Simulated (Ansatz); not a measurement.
System: Mg₂O, space group Fm-3m (No. 225) (one of a set of cubic test structures, which need not be the stable phase).

Calculation (Ansatz 0.2.0 development build): equation of state of a cubic crystal from periodic Kohn-Sham density functional theory without spin, third-order Birch-Murnaghan fit to the free energies; pressure corrected for the finite basis. Level: PBE.

structure type antifluorite; atoms in cell 3; space group number 225; lattice centring face-centred primitive; k mesh 17×17×17; occupation method Fermi–Dirac; occupation width 0.06123 eV; wave cutoff 700 eV; datasets hard PAW; density tolerance 1e−09 eV; bands 17; density cutoff ratio 4; search for lower states default.

What does the calculation give for the energy above the lowest point against volume? The volume takes the values 14.05, 14.35, 14.65, 14.95, 15.24, 15.54, 15.84 Å³/atom.

A third-order Birch–Murnaghan fit gives V0 = 14.94 Å³/atom, B0 = 57.7 GPa and B′ = 3.9. The energy above the lowest point is 10.6 meV/atom at volume 14.05 Å³/atom and 8.9 meV/atom at 15.84 Å³/atom; the lowest computed point is at volume 14.95 Å³/atom (0.0 meV/atom), and no other minimum shows.

```json
{"volume (Å³/atom)": "14.05", "energy above the lowest point (meV/atom)": "10.6"}
{"volume (Å³/atom)": "14.35", "energy above the lowest point (meV/atom)": "4.5"}
{"volume (Å³/atom)": "14.65", "energy above the lowest point (meV/atom)": "1.1"}
{"volume (Å³/atom)": "14.95", "energy above the lowest point (meV/atom)": "0.0"}
{"volume (Å³/atom)": "15.24", "energy above the lowest point (meV/atom)": "1.1"}
{"volume (Å³/atom)": "15.54", "energy above the lowest point (meV/atom)": "4.1"}
{"volume (Å³/atom)": "15.84", "energy above the lowest point (meV/atom)": "8.9"}
```

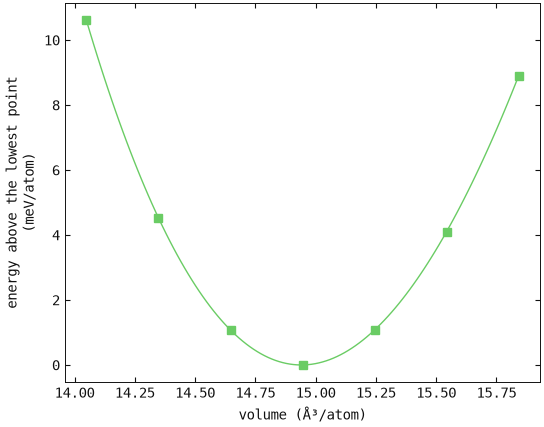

Limits of the calculation: cubic model structure, not the ambient form.
